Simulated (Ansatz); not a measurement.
Input

```
crystal:
  lattice:
    - [4.043499, 0.0, 0.0]
    - [0.0, 4.043499, 0.0]
    - [0.0, 0.0, 4.043499]
  atoms:
    - { symbol: K, position: [0.0, 0.0, 0.0] }
    - { symbol: Br, position: [0.5, 0.5, 0.5] }
total_charge: 0.25
basis:
  ecutwfc: 420
  fft_grid_basis: typed
kpoints:
  mp_grid: { grid: [8, 8, 8] }
hamiltonian:
  xc: pbe
  pseudopotentials: { kind: paw }
scf:
  occupations: { method: gaussian, width: 0.05 }
output:
  forces: true
  stress: true
  eigenvalues: true
  bader: true
  write_density: true
  volumetric_format: npy
```

Launched as:

```sh
ansatz run input.yaml --threads 1 --pin off --max-ram 2560MiB --backend cpu --events-out ev --progress --plain --runs-dir out
```

The picture shows the conventional cell (a = 4.04 Å, b = 4.04 Å, c = 4.04 Å, α = 90.00°, β = 90.00°, γ = 90.00°).

Space group Pm-3m. The cell comes from a database of computed structures, not from a measurement.

Theory: DFT PBE, scalar-relativistic, plane waves, PAW (Ansatz 0.2.0).

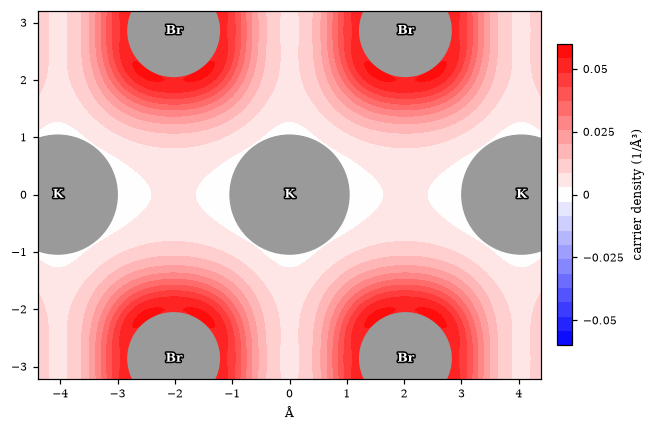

KBr. Where the hole sits when 0.25 electron is taken from the 2-atom cell of the calculation (uniform compensating background, atoms fixed); the change of density for each carrier, counted positive where the carrier is: a map on the (011) plane of the conventional cell, with grey discs over the atomic cores. Cores are masked to 1.0 Å (K) and 0.8 Å (Br).

In a PAW calculation such maps are meaningful between the atoms, not at the nuclei.

Question: On which atoms does the carrier sit?

Answer: Summed over atomic cells sized by the Bader volumes, the hole divides as Br about 85 % and K about 15 %; the most favoured element is Br, which fills 65 % of the volume.
- Over the whole cell, outside the cores, it is densest at the edge of the masked core of Br.
- The counter-flow of charge adds up to under 0.1 e for each carrier.
- These are shares of the net change, screening included; the states that take the carrier can be more concentrated.
- This is very heavy doping, far beyond the dilute limit.

Run times: 13 s (hole) and 13 s (base cell), on 1 thread of Arm Neoverse N1 (shared host).
